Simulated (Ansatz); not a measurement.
# WSe₂: what the fields show

```
W Se
1.0
     3.31472    0.00000    0.00000
    -1.65736    2.87063    0.00000
     0.00000    0.00000   24.08178
W Se
2 4
Direct
  0.66667 0.33333 0.14239
  0.33333 0.66667 0.85761
  0.33333 0.66667 0.21135
  0.66667 0.33333 0.92662
  0.33333 0.66667 0.07338
  0.66667 0.33333 0.78865
```

Space group P-3m1; a structure from a database of computed crystals, not necessarily the ambient phase.

Theory: DFT r2SCAN, scalar-relativistic, plane waves, PAW in Ansatz.

Core electrons are frozen (PAW), and the valence fields are smoothed inside the atomic spheres.

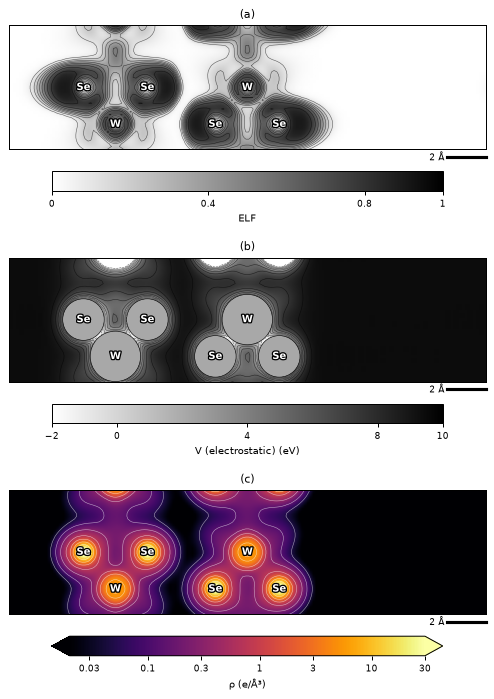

Figure 1. (a) electron localisation function; (b) electrostatic potential (local pseudopotential plus Hartree) felt by an electron; (c) valence pseudo-density on the (110) plane of the conventional cell. Grey discs cover the atomic cores in the potential map.

> Interpret the plot.

Atoms in the plane: W and Se. W–Se (2.53 Å): ρ is about 0.56 e/Å³ halfway; the ELF is about 0.55 at the midpoint. The density dies away to nearly zero in the voids. The features right at W lie inside the PAW spheres, where the map follows smoothed inner orbitals and isn't to be read closely. Outside the cores the potential energy rises away from the atoms and is highest about 2.7 Å from the nearest atoms; its zero is arbitrary.

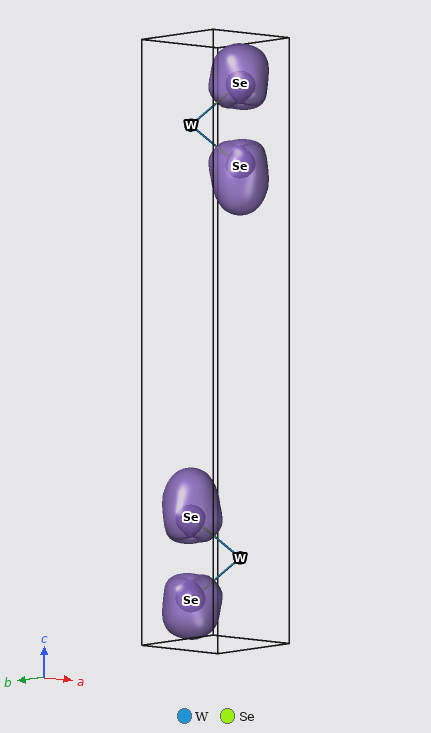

Figure 2. Isosurface of the ELF at 0.65 (purple), seen at an oblique angle. Only the valence region is drawn (cores and ρ < 0.01 e/Å³ removed). Sticks mark near contacts.

> Where are the electrons localised?

The ELF exceeds this value in four regions wrapped around Se (the valence shell of each), counted in one cell of 6 atoms. Regions shared between cells count once.

> Does the calculation make it a metal, or give it a gap?

It is gapped, with a Kohn–Sham gap of 1.6 eV on the k-point mesh (the band edges may lie off the mesh, which would make the gap smaller).

> Which way does charge flow, and how much by Bader's partition?

Electrons move from W towards Se. Bader charges: W +1.18 and Se −0.59 e.
